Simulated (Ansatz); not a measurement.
# Energy of ZrB2 along an even scaling of the cell

System: ZrB2 (P6/mmm, 3 atoms in the cell).
Method: Kohn-Sham DFT of a periodic cell, revPBE with D3(BJ), Ansatz PAW, no spin polarisation (Ansatz 0.2.0).

The 5 runs differ only in the geometry, by an even scaling of the cell at fixed fractional positions. The structure derives from an entry of the Crystallography Open Database.

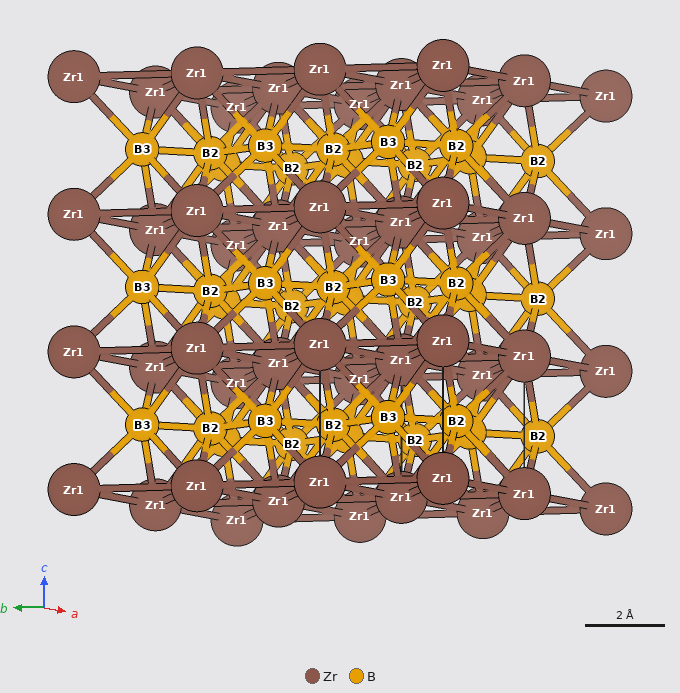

Figure 1. The structure of run 3 (ball-and-stick view of the cell of the calculation, repeated 2 × 3 × 3, seen at an oblique angle; atoms are numbered from 1 in the order of the input).

### Input of run 3
```yaml
crystal:
  lattice:
    - [3.1909939893, 0.0, 0.0]
    - [-1.5954969947, 2.7634818581, 0.0]
    - [0.0, 0.0, 3.5563980329]
  atoms:
    - { symbol: Zr, position: [0.0, 0.0, 0.0] }
    - { symbol: B, position: [0.6666666667, 0.3333333333, 0.5] }
    - { symbol: B, position: [0.3333333333, 0.6666666667, 0.5] }
hamiltonian:
  xc: revpbe
  pseudopotentials: { kind: paw }
  dispersion: d3bj
kpoints:
  mp_grid: { grid: [10, 10, 8] }
scf:
  occupations: { method: fermi_dirac, width: 0.05 }
output:
  forces: true
  stress: true
  eigenvalues: true
```

Command:
```bash
ansatz run input.yaml --threads 2 --pin off --max-ram 5120MiB --backend cpu --events-out ev --progress --plain --runs-dir out
```

Run 2 differs from it as follows:
```diff
-    - [3.1909939893, 0.0, 0.0]
-    - [-1.5954969947, 2.7634818581, 0.0]
-    - [0.0, 0.0, 3.5563980329]
+    - [3.1487241912, 0.0, 0.0]
+    - [-1.5743620956, 2.7268751391, 0.0]
+    - [0.0, 0.0, 3.5092878761]
```

### Results, with one run withheld

```csv
run,volume per atom (Å³),"free energy per atom, from the lowest run given (meV)",pressure (GPa)
1,9.839,0.00,1.48
2,10.044,?,?
3,10.454,22.59,−12.54
4,10.659,41.11,−16.35
5,10.864,64.27,−19.79
```

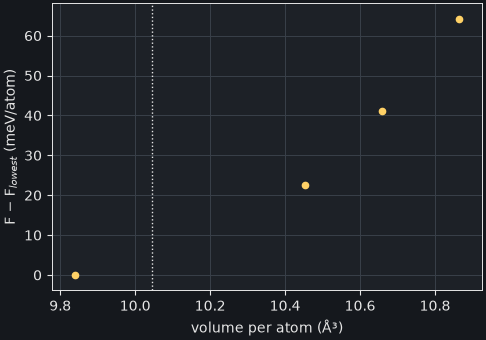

Figure 2. Free energy per atom of the runs given; the dotted line marks run 2.

What should run 2 give?

A quadratic polynomial in V^(−2/3) (the Birch–Murnaghan form), fitted to the 4 runs given, misses them by at most 0.01 meV per atom. With x = V^(−2/3) − 0.20932 Å⁻², it reads F = 21.655 − 5751.6 x + 3.7724e+05 x² (meV per atom). At run 2 it gives 1.44 meV per atom, and the run itself gives 1.46. The slope of the fit gives a pressure −dF/dV of −3.67 GPa there, and the run prints −3.67 GPa. The fit has its minimum at 9.896 Å³ per atom, where V d²F/dV² gives 255 GPa. Cell shape and fractional positions are held, so this is the stiffness under even scaling; the relaxed bulk modulus wasn't computed.

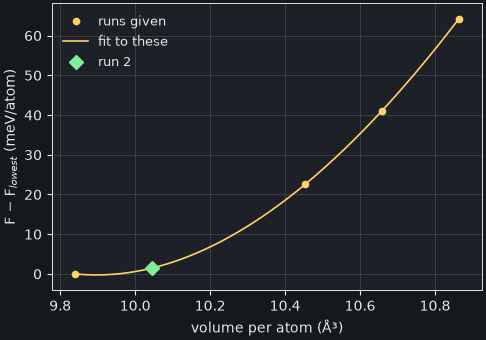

Figure 3. The fit and the withheld run.

### Output, shortened to warnings, some set-up lines, iterations and results (run 2)
```
Basis set: ecut = 420 eV, 563 PW (Γ), exchange–correlation on 48×48×48 points (8 copies of the dense FFT grid, shifted against one another)
Symmetry: 24 space group operations
k-points: 70 of 800
Initial density: superposition of atomic densities (neutral atoms: chi_scale 0, normalization atom), corrected by the library's trained network
[...]
SCF iter   1: F=—  HF=-4507.368543 eV  |F-HF|=—  |Δ(HF+E_count)|=         —  Δρ=2.81e-3  dr2=2.20e-3  ethr=1.77e-3  ⟨swp⟩=5.1  Hψ=4483  notcnv=0
SCF iter   2: F=—  HF=-4507.367944 eV  |F-HF|=—  |Δ(HF+E_count)|=   5.99e-4  Δρ=1.12e-3  dr2=2.55e-4  ethr=1.22e-5  ⟨swp⟩=2.4  Hψ=1939  notcnv=0
SCF iter   3: F=—  HF=-4507.367911 eV  |F-HF|=—  |Δ(HF+E_count)|=   3.34e-5  Δρ=1.91e-4  dr2=5.57e-6  ethr=1.42e-6  ⟨swp⟩=2.0  Hψ=1257  notcnv=0
SCF iter   4: F=—  HF=-4507.367918 eV  |F-HF|=—  |Δ(HF+E_count)|=   7.25e-6  Δρ=6.32e-5  dr2=3.38e-7  ethr=3.09e-8  ⟨swp⟩=2.8  Hψ=1547  notcnv=0
SCF iter   5: F=-4507.367918 eV  HF=-4507.367918 eV  |F-HF|=6.90e-9  |Δ(HF+E_count)|=   3.53e-7  Δρ=1.17e-5  dr2=1.47e-8  ethr=1.88e-9  ⟨swp⟩=2.4  Hψ=1518  notcnv=0
SCF iter   6: F=-4507.367918 eV  HF=-4507.367918 eV  |F-HF|=3.10e-10  |Δ(HF+E_count)|=   8.90e-9  Δρ=2.20e-6  dr2=7.34e-10  ethr=8.19e-11  ⟨swp⟩=1.7  Hψ=2839  notcnv=0
SCF 1 converged in 6 iterations: F = -4507.367918 eV  dr2 = 7.34e-10
SCF converged after 6 iterations
Free energy (F): -4507.367918 eV
Harris-Foulkes:  -4507.367918 eV  (|F-HF|=3.10e-10)
Internal energy: -4507.365126 eV  (E = F + TS)
E sigma→0 (E₀):  -4507.366522 eV
Entropy (-TS):   -0.002792 eV (-0.931 meV/atom)
Fermi energy:    16.109746 eV
--- Per-component energies (eV) ---
  E_band       = -18.169824
  E_kinetic    = 436.881654
  E_local      = -544.926470  (includes V_loc(G=0)·N_el)
  E_nonlocal   = 99.530716
  E_hartree    = 173.448833
  E_xc         = -229.777678
  E_vxc        = -272.183791  (∫ρ·V_xc dr)
  E_paw        = -3117.122469  (= ΣΔE_a)
  E_vpaw       = -84.369072  (= ΣTr[D̂ρ^β])
  E_aug_tail   = 0.000019  (compensation charges beyond the density's cutoff)
  E_ewald      = -1323.064515
  E_disp       = -2.261525  (pairwise vdW)
  E_core_change = -0.073692  (= ΣΔE_core)
  E_smearing   = -0.002792  (= −TS)
  E_closure    = 0.000000  (closes the sum)
  Σ components = -4507.367918   (vs F -4507.367918, Δ=0.00e0)
--- Forces (eV/Å), atoms counted from 1 ---
  atom   1  Zr    -0.00000000     0.00000000     0.00000000
  atom   2  B      0.00000000     0.00000000     0.00000000
  atom   3  B      0.00000000    -0.00000000    -0.00000000
  max |Σ_I F_I| component: 1.85e-17 eV/Å
--- Stress (GPa, compression-positive) ---
       -4.095657      -0.000000      -0.000000
        0.000000      -4.095657      -0.000000
       -0.000000      -0.000000      -2.829159
  P = ⅓ Tr σ = -3.6735 GPa (-36.735 kbar)
```

Notes: Points of doubt noted for this run: forces on files of another functional.
